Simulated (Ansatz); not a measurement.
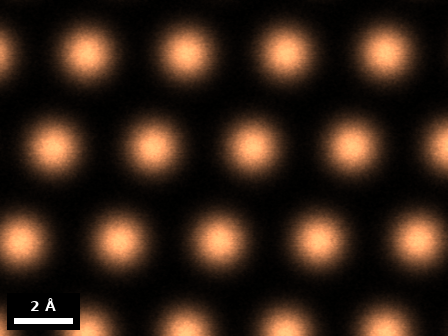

Dark-field STEM-like image of Eu (Fm-3m, No. 225). Simulated incoherent Z contrast: every atom adds Z^1.6 spread by a probe of 1.30 Å full width; channelling and multiple scattering are left out. Shot noise and a slight drift were added. Model: a calculation's starting geometry; the starting structure was generated, so it need not be a known form of this composition.

```xyz
4
Lattice="5.5406 0.0000 0.0000 0.0000 5.5406 0.0000 0.0000 0.0000 5.5406" Properties=species:S:1:pos:R:3 pbc="T T T"
Eu    0.0000    0.0000    0.0000
Eu    0.0000    2.7703    2.7703
Eu    2.7703    0.0000    2.7703
Eu    2.7703    2.7703    0.0000
```

Q: Which beam direction gives this image, [001], [211], [110] or [210]? (Directions equivalent by symmetry count as one.)

A: [110]. The projected cells are 2.77 × 2.77 Å, 90° for [001]; 1.96 × 3.20 Å, 90° for [211]; 3.39 × 3.39 Å, 109° for [110]; 1.24 × 2.77 Å, 90° for [210], and the image repeats as the [110] one does.
